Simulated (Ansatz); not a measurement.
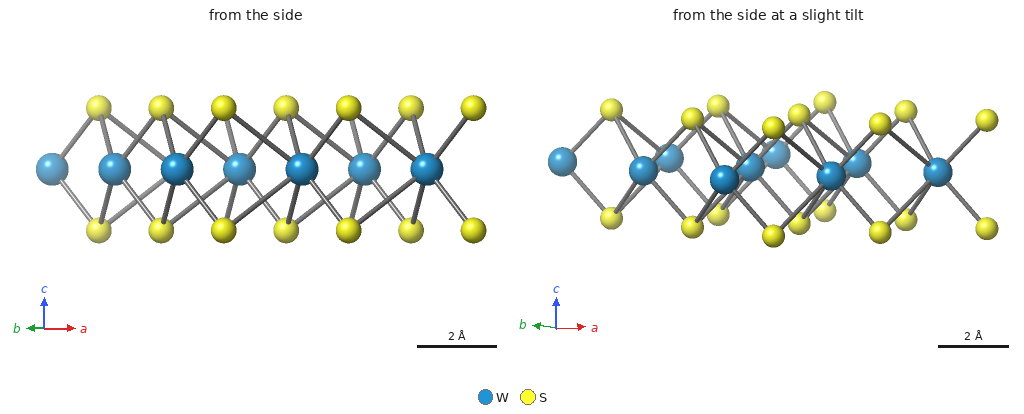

A ball-and-stick picture of a periodic sheet, seen from the side and from the side at a slight tilt. The surface normal points up in side views; the vacuum is left out. 3×3 cells are drawn in the plane, with atoms at the edges repeated.

The cell holds 1 W, 2 S.

Q: Which elements lie outermost on each side?

A: The top face ends in S, the bottom face in S. The two faces are alike.

Q: What is the slab's thickness, atom centre to atom centre?

A: About 3.1 Å from the lowest to the highest atom.

Q: What is the stacking of atomic planes, top to bottom?

A: Three planes: S / W / S.

The cell started as a structure listed in the Materials Project. The cell was then strained or its atoms displaced on purpose. It was run through Ansatz as a DFT input.

At this level of theory the run's own cell isn't at rest (forces up to 7.2 eV/Å), so its distances can differ from those at equilibrium, the more so the softer the solid.
